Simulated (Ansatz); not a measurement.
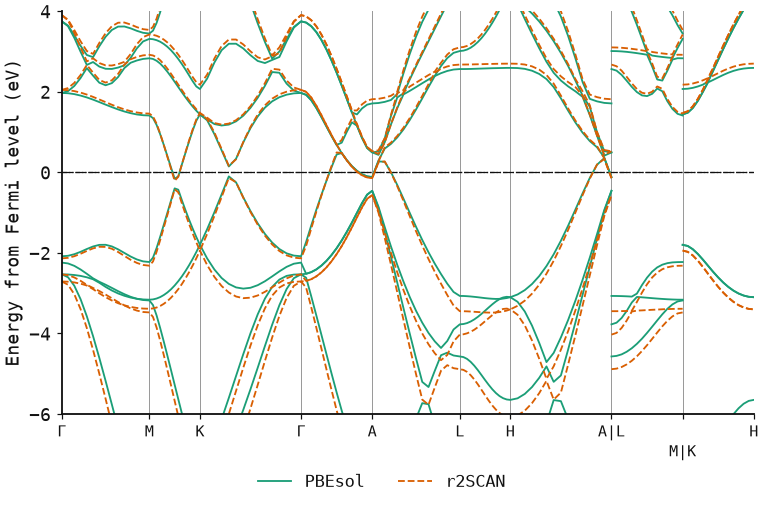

Band structures of AlB2-type TiB₂, space group P6/mmm (No. 191), 3 atoms in the cell (a = 3.029 Å, c = 3.228 Å (hexagonal axes)), by two methods on the same cell. Each is counted from its own Fermi level.

**How do the methods compare?**

Both give a metal. Levels within 1 eV of the Fermi level in either run differ by 0.04 eV on average and by 0.12 eV at most (between H and A). Filled levels 1 to 5 eV under it lie 0.23 eV deeper on average in r2SCAN than in PBEsol.

Settings. PBEsol: Ansatz PAW, no spin polarisation, no spin-orbit coupling, 10×10×8 k mesh, 420 eV cutoff, Fermi-Dirac smearing of 0.05 eV (Ansatz 0.2.0). r2SCAN: Ansatz PAW, no spin polarisation, no spin-orbit coupling, 10×10×8 k mesh, 500 eV cutoff, Fermi-Dirac smearing of 0.05 eV (Ansatz).

The cell is at −5 GPa in PBEsol and −1 GPa in r2SCAN. The PAW data sets were made with another functional.
